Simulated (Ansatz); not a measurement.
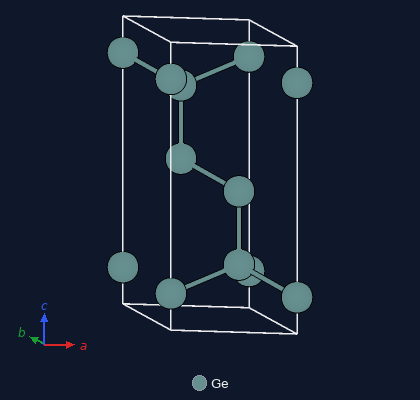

Ge, space group R-3m (No. 166), a = 4.177 Å, b = 4.177 Å, c = 9.688 Å, α = 90.00°, β = 90.00°, γ = 120.00°. Origin: the end point of a relaxation (final pressure about -3.8 GPa) with DFT r2SCAN, scalar-relativistic, plane waves, PAW in Ansatz 0.2.0. Forms under 0.4 % of the area are left out.

**Estimate the growth shape by the BFDH rule (face distance proportional to 1/d, absences counted).**

The forms computed, by share of the surface:

```tsv
form	faces	d (Å)	share of area (%)
{101}	6	3.389	60.4
{012}	6	2.898	22.3
{003}	2	3.229	17.3
```

The crystal is roughly equant (blocky). Widths along a, b and c stand as 1.00 : 1.00 : 0.85.

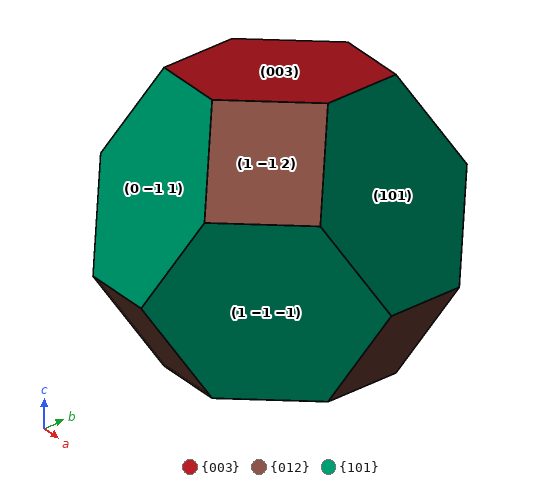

The computed shape, faces indexed. The rule is geometric and ignores bonding and growth conditions.
